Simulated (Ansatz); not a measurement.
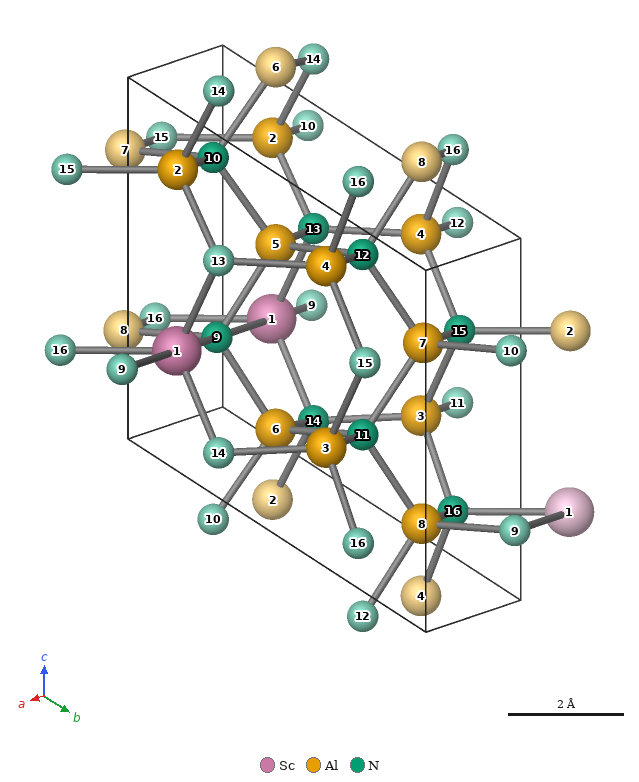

Figure 1. The structure as given in the input (ball-and-stick view of the cell of the calculation, seen slightly off an axis; neighbours outside the cell are drawn fainter; atoms are numbered from 1 in the order of the input).

# ScAl7N8: geometry relaxation (part 1 of 2)

ScAl7N8 (P3m1, 16 atoms in the cell), computed with DFT PBEsol, scalar-relativistic, plane waves, PAW, no spin polarisation (Ansatz 0.2.0).

The structure was built on a prototype by a generator; it need not be a known phase. Figures and captions count atoms from 1; the log counts them from 0 in places.

## What the program printed
```
Engine: ansatz 0.2.0, x86_64-unknown-linux-gnu
Pseudopotentials: kind: paw
Pseudopotential: Sc, paw, valence charge 11, recommended cutoff 420 eV (normal), Sc.paw.azcp
Pseudopotential: Al, paw, valence charge 3, recommended cutoff 420 eV (normal), Al.paw.azcp
Pseudopotential: N, paw, valence charge 5, recommended cutoff 420 eV (normal), N.paw.azcp
Functional definition: PBEsol
  exchange = pbesol_x
  correlation = pbesol_c
Crystal: 16 atoms, lattice volume = 174.285 Å³
Basis set: ecut = 420 eV, 3461 PW (Γ), exchange–correlation on 72×90×90 points (8 copies of the dense FFT grid, shifted against one another)
Bands: 52, of which v1, the nominal top of the filled ones, is band 36 counted from 1 (35 counted from 0)
Symmetry: 6 space group operations
Space group: P3m1 (ITA 156), of the structure as read, at distance tolerance 5.6e-5 Å
k-points: 34 of 216 (time reversal used)
Non-local potential: Sc, projectors of the file, l = 0: 3, l = 1: 2, l = 2: 3, l = 3: 1
Non-local potential: Al, projectors of the file, l = 0: 2, l = 1: 2, l = 2: 1
Non-local potential: N, projectors of the file, l = 0: 2, l = 1: 2, l = 2: 1
PAW form: soft (Blöchl's): semilocal exchange-correlation on the pseudo side does not see the compensation charge
PAW frozen core: Sc, regenerated for the run's functional, and the local potential with it (the file was generated under x = pbe(κ = 0.804, μ = 0.2195149727645171), c = pbe(β = 0.06672455060314922))
PAW frozen core: Al, regenerated for the run's functional, and the local potential with it (the file was generated under x = pbe(κ = 0.804, μ = 0.2195149727645171), c = pbe(β = 0.06672455060314922))
PAW frozen core: N, regenerated for the run's functional, and the local potential with it (the file was generated under x = pbe(κ = 0.804, μ = 0.2195149727645171), c = pbe(β = 0.06672455060314922))
PAW one-centre angular grid: Sc, 590 points (default); XC on 64 Gauss nodes
PAW one-centre angular grid: Al, 110 points (default); XC on 64 Gauss nodes
PAW one-centre angular grid: N, 110 points (default); XC on 64 Gauss nodes
Initial density: superposition of atomic densities (neutral atoms: chi_scale 0, normalization atom), corrected by the library's trained network
Initial wavefunctions: pseudopotential atomic-orbital guess
Functional: x = pbesol(κ = 0.804, μ = 0.12345679012345678), c = pbesol(β = 0.046)
SCF iter   1: F=—  HF=-8834.549821 eV  |F-HF|=—  |Δ(HF+E_count)|=         —  Δρ=1.00e-2  dr2=1.85e-1  ethr=1.77e-3  ⟨swp⟩=6.4  Hψ=8002  notcnv=0  defer=69
preconditioner: auto → Resta (q_TF=auto, 2.355 Å⁻¹)  ε∞=4.7  [insulator: Δε(μ)=3.827 eV  Ē_g=11.753 eV  σ=0.020 eV  W_gap=1.00  n_scr=44 (ndim 8)  ℏωp=22.5 eV  f_vac=0.000  D(μ)=0.00/eV (n_scr^D=0)  ε∞_Penn≈4.7]
SCF iter   2: F=—  HF=-8834.499677 eV  |F-HF|=—  |Δ(HF+E_count)|=   5.01e-2  Δρ=2.89e-3  dr2=1.86e-2  ethr=2.58e-4  ⟨swp⟩=2.6  Hψ=3024  notcnv=0  defer=320
SCF iter   3: F=—  HF=-8834.494957 eV  |F-HF|=—  |Δ(HF+E_count)|=   4.72e-3  Δρ=7.64e-4  dr2=8.39e-4  ethr=2.59e-5  ⟨swp⟩=2.0  Hψ=2580  notcnv=0  defer=320
SCF iter   4: F=—  HF=-8834.494881 eV  |F-HF|=—  |Δ(HF+E_count)|=   7.60e-5  Δρ=9.81e-5  dr2=1.78e-5  ethr=1.17e-6  ⟨swp⟩=2.1  Hψ=2461  notcnv=0  defer=320
SCF iter   5: F=—  HF=-8834.494322 eV  |F-HF|=—  |Δ(HF+E_count)|=   5.59e-4  Δρ=2.98e-5  dr2=1.70e-6  ethr=2.47e-8  ⟨swp⟩=2.1  Hψ=2411  notcnv=0  defer=320
SCF iter   6: F=—  HF=-8834.494323 eV  |F-HF|=—  |Δ(HF+E_count)|=   5.52e-7  Δρ=7.77e-6  dr2=1.18e-7  ethr=2.36e-9  ⟨swp⟩=2.0  Hψ=2251  notcnv=0  defer=320
SCF iter   7: F=-8834.494323 eV  HF=-8834.494323 eV  |F-HF|=3.34e-9  |Δ(HF+E_count)|=   1.26e-8  Δρ=1.95e-6  dr2=8.08e-9  ethr=1.39e-10  ⟨swp⟩=15.2  Hψ=11184  notcnv=0
SCF 1 converged in 7 iterations: F = -8834.494323 eV  dr2 = 8.08e-9
  greatest PAW one-centre occupation: 0.998 electrons in one spin orbital (limit 2), on the Sc atom at site 0 (counted from 0), in its partial waves of l = 0
relax step   1: F+E_penalty+E_count = -8834.49432280 eV  Δ(F+E_penalty+E_count) = +0.000e0 eV  max|allowed force component| = 4.838e-2 eV/Å  Δτ_max = 0.0000 Å  P = -0.253 GPa  Ω = 174.285 Å³  (7 SCF iters, dr2 threshold 1.00e-7 eV, accepted)
Crystal: 16 atoms, lattice volume = 174.177 Å³
Initial density: handed on by an earlier stage of this run
Initial wavefunctions: those handed on with the density
iter 1 solved again at ethr=3.75e-7 eV; its pass at ethr=3.10e-3 eV (dr2=2.70e-4 eV) is discarded
SCF iter   1: F=—  HF=-8834.496045 eV  |F-HF|=—  |Δ(HF+E_count)|=         —  Δρ=4.36e-4  dr2=2.87e-4  ethr=3.75e-7  ⟨swp⟩=3.1  Hψ=6440  notcnv=0
preconditioner: auto → Resta (q_TF=auto, 2.355 Å⁻¹)  ε∞=4.6  [insulator: Δε(μ)=3.921 eV  Ē_g=11.811 eV  σ=0.020 eV  W_gap=1.00  n_scr=44 (ndim 8)  ℏωp=22.5 eV  f_vac=0.000  D(μ)=0.00/eV (n_scr^D=0)  ε∞_Penn≈4.6]
SCF iter   2: F=—  HF=-8834.495435 eV  |F-HF|=—  |Δ(HF+E_count)|=   6.10e-4  Δρ=2.09e-4  dr2=6.75e-5  ethr=3.75e-7  ⟨swp⟩=2.0  Hψ=2958  notcnv=0
SCF iter   3: F=—  HF=-8834.495417 eV  |F-HF|=—  |Δ(HF+E_count)|=   1.85e-5  Δρ=3.74e-5  dr2=2.94e-6  ethr=9.37e-8  ⟨swp⟩=2.5  Hψ=2978  notcnv=0
iter 4 did not close the SCF: its close was put off for the readings that it lacked (scf_convergence_deferred on its scf_iter line)
SCF iter   4: F=-8834.495416 eV  HF=-8834.495416 eV  |F-HF|=1.50e-8  |Δ(HF+E_count)|=   6.09e-7  Δρ=7.17e-6  dr2=8.79e-8  ethr=4.09e-9  ⟨swp⟩=2.7  Hψ=2936  notcnv=0
iter 5 did not close the SCF: its close was put off for the readings that it lacked (scf_convergence_deferred on its scf_iter line)
SCF iter   5: F=-8834.495416 eV  HF=-8834.495416 eV  |F-HF|=1.66e-9  |Δ(HF+E_count)|=   2.34e-9  Δρ=1.41e-6  dr2=4.39e-9  ethr=1.22e-10  ⟨swp⟩=2.5  Hψ=2884  notcnv=0
SCF iter   6: F=-8834.495416 eV  HF=-8834.495416 eV  |F-HF|=2.33e-10  |Δ(HF+E_count)|=  2.18e-10  Δρ=4.33e-7  dr2=3.82e-10  ethr=6.09e-12  ⟨swp⟩=9.2  Hψ=10555  notcnv=0
SCF 2 converged in 6 iterations: F = -8834.495416 eV  dr2 = 3.82e-10
relax step   2: F+E_penalty+E_count = -8834.49541601 eV  Δ(F+E_penalty+E_count) = -1.093e-3 eV  max|allowed force component| = 1.826e-2 eV/Å  Δτ_max = 0.0063 Å  P = -0.098 GPa  Ω = 174.177 Å³  energy of the carried Pulay correction = +3.303e-4 eV  (6 SCF iters, dr2 threshold 3.52e-7 eV, accepted)
Crystal: 16 atoms, lattice volume = 174.107 Å³
iter 1 solved again at ethr=6.27e-8 eV; its pass at ethr=3.10e-3 eV (dr2=4.51e-5 eV) is discarded
SCF iter   1: F=—  HF=-8834.496316 eV  |F-HF|=—  |Δ(HF+E_count)|=         —  Δρ=1.67e-4  dr2=4.63e-5  ethr=6.27e-8  ⟨swp⟩=2.9  Hψ=6549  notcnv=0
preconditioner: auto → Resta (q_TF=auto, 2.355 Å⁻¹)  ε∞=4.6  [insulator: Δε(μ)=3.927 eV  Ē_g=11.814 eV  σ=0.020 eV  W_gap=1.00  n_scr=44 (ndim 8)  ℏωp=22.5 eV  f_vac=0.000  D(μ)=0.00/eV (n_scr^D=0)  ε∞_Penn≈4.6]
SCF iter   2: F=—  HF=-8834.495768 eV  |F-HF|=—  |Δ(HF+E_count)|=   5.48e-4  Δρ=6.52e-5  dr2=6.91e-6  ethr=6.27e-8  ⟨swp⟩=2.5  Hψ=2698  notcnv=0
SCF iter   3: F=—  HF=-8834.495728 eV  |F-HF|=—  |Δ(HF+E_count)|=   4.00e-5  Δρ=1.61e-5  dr2=4.42e-7  ethr=9.60e-9  ⟨swp⟩=2.4  Hψ=2586  notcnv=0
iter 4 did not close the SCF: its close was put off for the readings that it lacked (scf_convergence_deferred on its scf_iter line)
SCF iter   4: F=-8834.495728 eV  HF=-8834.495728 eV  |F-HF|=7.41e-9  |Δ(HF+E_count)|=   7.55e-8  Δρ=2.64e-6  dr2=1.60e-8  ethr=6.15e-10  ⟨swp⟩=2.2  Hψ=2799  notcnv=0
iter 5 did not close the SCF: its close was put off for the readings that it lacked (scf_convergence_deferred on its scf_iter line)
SCF iter   5: F=-8834.495728 eV  HF=-8834.495728 eV  |F-HF|=8.55e-10  |Δ(HF+E_count)|=   2.02e-9  Δρ=8.93e-7  dr2=1.66e-9  ethr=2.22e-11  ⟨swp⟩=2.4  Hψ=2683  notcnv=0
SCF iter   6: F=-8834.495728 eV  HF=-8834.495728 eV  |F-HF|=3.27e-11  |Δ(HF+E_count)|=  3.82e-10  Δρ=1.68e-7  dr2=7.52e-11  ethr=2.31e-12  ⟨swp⟩=6.4  Hψ=8941  notcnv=0
SCF 3 converged in 6 iterations: F = -8834.495728 eV  dr2 = 7.52e-11
relax step   3: F+E_penalty+E_count = -8834.49572793 eV  Δ(F+E_penalty+E_count) = -3.119e-4 eV  max|allowed force component| = 1.095e-2 eV/Å  Δτ_max = 0.0014 Å  P = -0.014 GPa  Ω = 174.107 Å³  energy of the carried Pulay correction = +5.431e-4 eV  (6 SCF iters, accepted)
Crystal: 16 atoms, lattice volume = 174.099 Å³
iter 1 solved again at ethr=3.67e-8 eV; its pass at ethr=3.10e-3 eV (dr2=2.64e-5 eV) is discarded
SCF iter   1: F=—  HF=-8834.496363 eV  |F-HF|=—  |Δ(HF+E_count)|=         —  Δρ=1.33e-4  dr2=2.67e-5  ethr=3.67e-8  ⟨swp⟩=2.8  Hψ=6453  notcnv=0
preconditioner: auto → Resta (q_TF=auto, 2.355 Å⁻¹)  ε∞=4.6  [insulator: Δε(μ)=3.930 eV  Ē_g=11.813 eV  σ=0.020 eV  W_gap=1.00  n_scr=44 (ndim 8)  ℏωp=22.5 eV  f_vac=0.000  D(μ)=0.00/eV (n_scr^D=0)  ε∞_Penn≈4.6]
SCF iter   2: F=—  HF=-8834.495812 eV  |F-HF|=—  |Δ(HF+E_count)|=   5.51e-4  Δρ=5.77e-5  dr2=4.89e-6  ethr=3.67e-8  ⟨swp⟩=2.6  Hψ=2669  notcnv=0
SCF iter   3: F=—  HF=-8834.495777 eV  |F-HF|=—  |Δ(HF+E_count)|=   3.51e-5  Δρ=1.15e-5  dr2=2.31e-7  ethr=6.79e-9  ⟨swp⟩=2.4  Hψ=2492  notcnv=0
SCF iter   4: F=—  HF=-8834.495777 eV  |F-HF|=—  |Δ(HF+E_count)|=   4.88e-8  Δρ=2.07e-6  dr2=1.08e-8  ethr=3.21e-10  ⟨swp⟩=2.7  Hψ=2742  notcnv=0
iter 5 did not close the SCF: its close was put off for the readings that it lacked (scf_convergence_deferred on its scf_iter line)
SCF iter   5: F=-8834.495777 eV  HF=-8834.495777 eV  |F-HF|=8.13e-10  |Δ(HF+E_count)|=   2.33e-9  Δρ=7.54e-7  dr2=1.24e-9  ethr=1.51e-11  ⟨swp⟩=2.2  Hψ=2549  notcnv=0
SCF iter   6: F=-8834.495777 eV  HF=-8834.495777 eV  |F-HF|=3.46e-11  |Δ(HF+E_count)|=  3.40e-10  Δρ=1.51e-7  dr2=7.29e-11  ethr=1.73e-12  ⟨swp⟩=6.1  Hψ=8834  notcnv=0
SCF 4 converged in 6 iterations: F = -8834.495777 eV  dr2 = 7.29e-11
relax step   4: F+E_penalty+E_count = -8834.49577688 eV  Δ(F+E_penalty+E_count) = -4.895e-5 eV  max|allowed force component| = 1.967e-3 eV/Å  Δτ_max = 0.0015 Å  P = +0.002 GPa  Ω = 174.099 Å³  energy of the carried Pulay correction = +5.681e-4 eV  (6 SCF iters, accepted)
Initial wavefunctions: pseudopotential atomic-orbital guess (no wavefunctions were taken with the density)
iter 1 solved again at ethr=1.51e-7 eV; its pass at ethr=3.10e-3 eV (dr2=1.09e-4 eV) is discarded
SCF iter   1: F=—  HF=-8834.495830 eV  |F-HF|=—  |Δ(HF+E_count)|=         —  Δρ=1.19e-5  dr2=3.58e-8  ethr=1.51e-7  ⟨swp⟩=4.2  Hψ=12355  notcnv=0
eigensolver tolerance schedule: the retry pair's looser diagonalisation over-reported the residual by 3034.42 of it (diagonalisation noise at 0.17 of the residual, at the tolerance the schedule requests for it); recorded, not acted on — ethr = c·dr2/N_el stays at c = 1.0e-1
SCF iter   2: F=—  HF=-8834.495246 eV  |F-HF|=—  |Δ(HF+E_count)|=   5.84e-4  Δρ=5.83e-6  dr2=7.54e-9  ethr=4.98e-11  ⟨swp⟩=3.0  Hψ=3645  notcnv=0
SCF iter   3: F=—  HF=-8834.495246 eV  |F-HF|=—  |Δ(HF+E_count)|=   1.55e-8  Δρ=2.67e-6  dr2=1.66e-9  ethr=1.05e-11  ⟨swp⟩=2.0  Hψ=2852  notcnv=0
iter 4 did not close the SCF: its close was put off for the readings that it lacked (scf_convergence_deferred on its scf_iter line)
SCF iter   4: F=-8834.495246 eV  HF=-8834.495246 eV  |F-HF|=1.82e-12  |Δ(HF+E_count)|=   4.33e-9  Δρ=2.18e-7  dr2=3.97e-11  ethr=2.30e-12  ⟨swp⟩=2.0  Hψ=2857  notcnv=0
iter 5 did not close the SCF: its close was put off for the readings that it lacked (scf_convergence_deferred on its scf_iter line)
SCF iter   5: F=-8834.495246 eV  HF=-8834.495246 eV  |F-HF|=0.00e0  |Δ(HF+E_count)|=  7.28e-12  Δρ=7.01e-8  dr2=6.16e-12  ethr=1.00e-12  ⟨swp⟩=1.0  Hψ=1768  notcnv=0
iter 6 did not close the SCF: its close was put off for the readings that it lacked (scf_convergence_deferred on its scf_iter line)
SCF iter   6: F=-8834.495246 eV  HF=-8834.495246 eV  |F-HF|=0.00e0  |Δ(HF+E_count)|=    0.00e0  Δρ=2.17e-8  dr2=4.25e-13  ethr=1.00e-12  ⟨swp⟩=1.0  Hψ=1768  notcnv=0
iter 7 did not close the SCF: its close was put off for the readings that it lacked (scf_convergence_deferred on its scf_iter line)
SCF iter   7: F=-8834.495246 eV  HF=-8834.495246 eV  |F-HF|=1.82e-12  |Δ(HF+E_count)|=    0.00e0  Δρ=6.80e-9  dr2=3.51e-14  ethr=1.00e-12  ⟨swp⟩=1.0  Hψ=1768  notcnv=0
SCF iter   8: F=-8834.495246 eV  HF=-8834.495246 eV  |F-HF|=3.64e-12  |Δ(HF+E_count)|=  1.82e-12  Δρ=2.36e-9  dr2=4.10e-15  ethr=1.00e-12  ⟨swp⟩=2.1  Hψ=4773  notcnv=0
SCF 5 converged in 8 iterations: F = -8834.495246 eV  dr2 = 4.10e-15
relax step   5: F+E_penalty+E_count = -8834.49524645 eV  Δ(F+E_penalty+E_count) = +5.304e-4 eV  max|allowed force component| = 1.937e-3 eV/Å  Δτ_max = 0.0000 Å  P = -0.004 GPa  Ω = 174.099 Å³  stress off target by 1.76e-2 GPa  SCF on the basis re-selected at this cell (its energy is not comparable with the rows above)  (8 SCF iters)
```

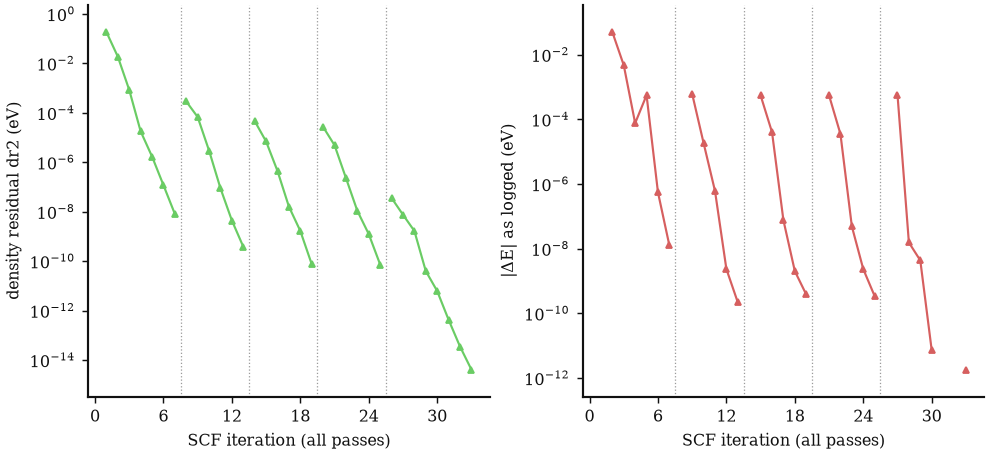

Figure 2. Convergence of the self-consistent field: density residual dr2 and size of the energy change against the SCF iteration. The dotted lines part the SCF passes of the relaxation: geometry steps, rejected trials and re-solves on a re-selected basis. The 5 passes take 6 to 8 iterations each, 33 in all.

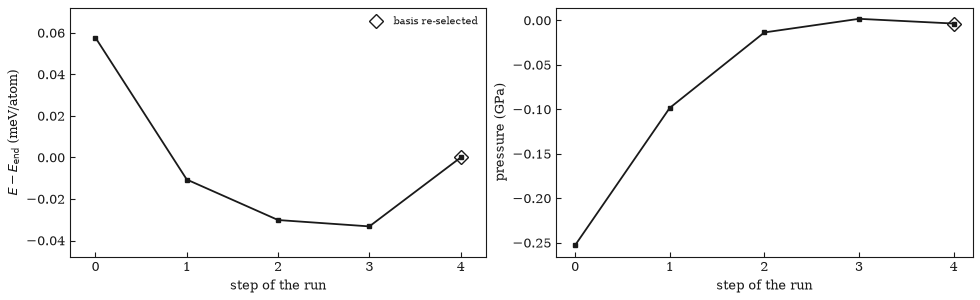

Figure 3. Progress of the relaxation, step by step (the first geometry is step 0 here and step 1 in the log). The largest move relative to the cell is that of N9, 0.005 Å. By element the largest moves are N 0.005 Å, Al 0.004 Å, Sc 0.002 Å. Cell: a 5.002 → 5.007 Å (+0.1 %), b = c 6.343 → 6.336 Å (−0.1 %). Volume −0.1 %. Distances before and after: Sc1–N9 2.882 → 2.888 Å. The space group stays P3m1 (No. 156). Over 3 geometry steps the energy falls by 0.1 meV per atom. Largest force component: 0.048 eV/Å at the start, 0.0019 eV/Å at the end. The pressure goes from −0.25 to 0.00 GPa. A last SCF at the same geometry on a re-selected plane-wave basis shifts the energy by +0.0 meV per atom. (Atoms are counted from 1 in the order of the input.)

```
basis re-selected at this cell: Δ(F+E_penalty+E_count) = +5.304e-4 eV, ΔP = -0.005 GPa vs the last step (what re-selecting the basis moved, of the pressure what is left beyond the Pulay correction that the steps carried, after the strain that the cell walked since its last selection, with what the two solves' SCF thresholds leave and, on support functions, any second-order correction that the steps lacked; it is no measure of the basis error at this ecutwfc). This SCF's stress stands 1.76e-2 GPa from its target on what of the cell is left free (relax.cell.stress_tol is 5.00e-2 GPa) and its largest allowed force component is 1.94e-3 eV/Å (relax.f_tol is 5.00e-3 eV/Å): within both
SCF converged after 8 iterations
Free energy (F): -8834.495246 eV
Harris-Foulkes:  -8834.495246 eV  (|F-HF|=3.64e-12)
Internal energy: -8834.495246 eV  (E = F + TS)
E sigma→0 (E₀):  -8834.495246 eV
Fermi energy:    9.186763 eV
--- Per-component energies (eV) ---
  E_band       = -43.346641
  E_kinetic    = 1505.381998
  E_local      = -2804.619548  (includes V_loc(G=0)·N_el)
  E_nonlocal   = 516.656457
  E_hartree    = 997.569543
  E_xc         = -869.213061
  E_vxc        = -958.928732  (∫ρ·V_xc dr)
  E_paw        = -5097.767248  (= ΣΔE_a)
  E_vpaw       = -296.976663  (= ΣTr[D̂ρ^β])
  E_aug_tail   = 0.000760  (compensation charges beyond the density's cutoff)
  E_ewald      = -3082.991937
  E_core_change = 0.487789  (= ΣΔE_core)
  E_smearing   = -0.000000  (= −TS)
  E_closure    = 0.000000  (closes the sum)
  Σ components = -8834.495246   (vs F -8834.495246, Δ=0.00e0)
--- Forces (eV/Å), atoms counted from 1 ---
  atom   1  Sc     0.00000000    -0.00000000    -0.00193531
  atom   2  Al     0.00002529     0.00001460    -0.00063035
  atom   3  Al    -0.00002529     0.00001460    -0.00063035
  atom   4  Al     0.00000000    -0.00002921    -0.00063035
  atom   5  Al     0.00086785    -0.00050106    -0.00035862
  atom   6  Al     0.00000000     0.00100211    -0.00035862
  atom   7  Al    -0.00000000     0.00000000    -0.00085251
  atom   8  Al    -0.00086785    -0.00050106    -0.00035862
  atom   9  N      0.00000000    -0.00000000     0.00148869
  atom  10  N      0.00017334     0.00010008     0.00033742
  atom  11  N     -0.00017334     0.00010008     0.00033742
  atom  12  N      0.00000000    -0.00020016     0.00033742
  atom  13  N     -0.00051293     0.00029614     0.00090907
  atom  14  N      0.00000000    -0.00059228     0.00090907
  atom  15  N     -0.00000000     0.00000000     0.00054914
  atom  16  N      0.00051293     0.00029614     0.00090907
  max |Σ_I F_I| component: 2.26e-5 eV/Å
--- Stress (GPa, compression-positive) ---
       -0.014033      -0.000000      -0.000000
       -0.000000      -0.014033       0.000000
       -0.000000       0.000000       0.017561
  P = ⅓ Tr σ = -0.0035 GPa (-0.035 kbar)
--- Band table (eV; the first three rows and the last of 34) ---
```
